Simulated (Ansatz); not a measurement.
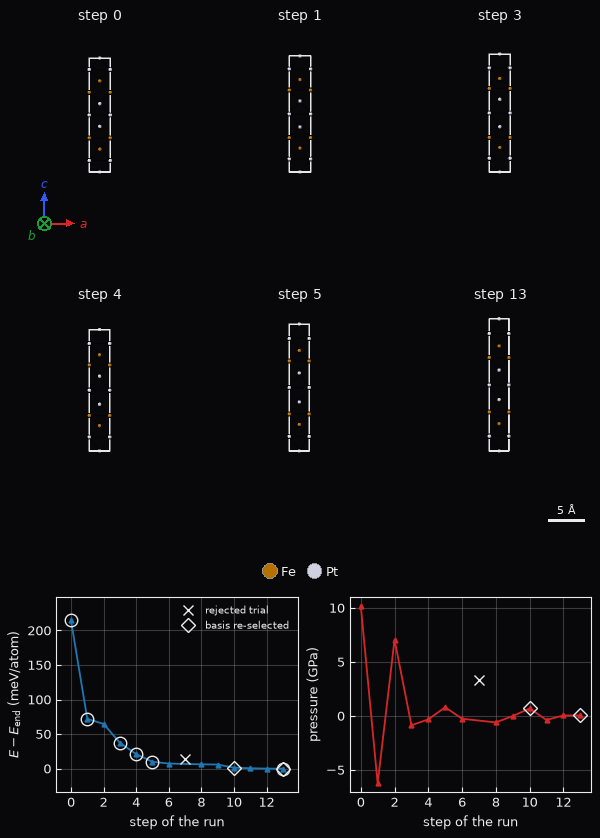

Frames of a relaxation of solid Fe$_{2}$Pt$_{3}$ (a generated structure, set up in Fmmm) (coarse preliminary run), marked on the history of the run. The picture is a ball-and-stick view of the conventional cell (2 times the calculation's cell), seen along the b axis. Lengths and directions refer to the drawn axes.

These are results of DFT PBE, scalar-relativistic, plane waves, PAW in Ansatz 0.2.0, not measurements.

Input file:
```yaml
crystal:
  lattice:
    - [0.0, 2.11183647, 8.05162893]
    - [2.08672631, 0.0, 8.05162893]
    - [2.08672631, 2.11183647, 0.0]
  atoms:
    - { symbol: Fe, position: [0.7, 0.7, 0.3], spin: 4.0 }
    - { symbol: Fe, position: [0.3, 0.3, 0.7], spin: 4.0 }
    - { symbol: Pt, position: [0.1, 0.1, 0.9] }
    - { symbol: Pt, position: [0.5, 0.5, 0.5] }
    - { symbol: Pt, position: [0.9, 0.9, 0.1] }
basis:
  ecutwfc: 420
kpoints:
  mp_grid: { grid: [6, 6, 6] }
hamiltonian:
  xc: pbe
scf:
  occupations: { method: gaussian, width: 0.1 }
  lower_state_search: "off"
output:
  forces: true
  stress: true
  eigenvalues: true
  populations: true
magnetization:
  spin_polarized: true
relax:
  adjacent_minimum: "off"
  f_tol: 0.04
  max_steps: 70
  cell: { stress_tol: 0.4 }
```

Launched with:
```bash
ansatz run input.yaml --threads 4 --pin off --max-ram 8192MiB --backend cpu --events-out ev --progress --plain --runs-dir out
```

### What happens along the run?

The largest moves relative to the cell, 0.22 Å, are those of Pt3 and Pt5. Pt3 goes along +c. Largest moves by element: Pt 0.22 Å, Fe 0.12 Å. The drawn cell changes as follows: a = b 2.969 → 2.767 Å (−6.8 %), c 16.103 → 18.686 Å (+16.0 %), γ 90.7° → 90.0°; the volume changes by +0.8 %. Some distances before and after: Pt3–Pt4 2.636 → 2.860 Å, Pt3–Pt3 2.969 → 2.767 Å, Fe1–Fe1 2.969 → 2.767 Å, Fe1–Fe2 2.656 → 2.552 Å. The space group (tolerance 0.01 Å) goes from Fmmm (No. 69) to I4/mmm (No. 139). The energy falls by 215 meV per atom in 10 accepted moves (13 points after the start). Largest force component: 2.7 eV/Å at the start, 0.033 eV/Å at the end. The pressure goes from 10.21 to 0.05 GPa. The line search rejected the trial step at point 7 of the run. At 2 points the geometry stayed and the basis and grid were re-selected for the new cell (energy shift of 4.6 meV per atom at most each time). The run took 2.8 min on 4 threads of AMD EPYC (Zen 3) (shared host), peak memory 0.65 GiB. From step 0 to 1: Pt atoms move most (0.20 Å), volume +5.3 %, energy −142 meV per atom. From step 1 to 3: Pt atoms move most (0.07 Å), volume −3.2 %, energy −34.6 meV per atom. From step 3 to 4: volume −0.6 %, energy −16.4 meV per atom. From step 4 to 5: Pt atoms move most (0.03 Å), volume −1.1 %, energy −11.2 meV per atom. From step 5 to 13: Fe atoms move most (0.05 Å), volume +0.6 %, energy −9.9 meV per atom.

```tsv
step	E − E(0), meV/atom	largest force component, eV/Å	pressure, GPa	volume, Å³/atom	note
0	0.00	2.6851	10.21	14.193	
1	-142.49	0.6201	-6.25	14.943	
2	-149.83	1.1905	7.06	14.039	
3	-177.07	0.1709	-0.86	14.459	
4	-193.47	0.1376	-0.31	14.373	
5	-204.67	0.2754	0.81	14.221	
6	-207.17	0.0914	-0.26	14.293	
7	-200.45	0.3774	3.30	14.072	rejected
8	-208.32	0.0815	-0.60	14.306	
9	-208.60	0.0292	-0.01	14.264	
10	-213.20	0.0265	0.70	14.264	same geometry, new basis
11	-213.96	0.0933	-0.37	14.330	
12	-214.51	0.0327	0.05	14.307	
13	-214.54	0.0328	0.05	14.307	same geometry, new basis
```
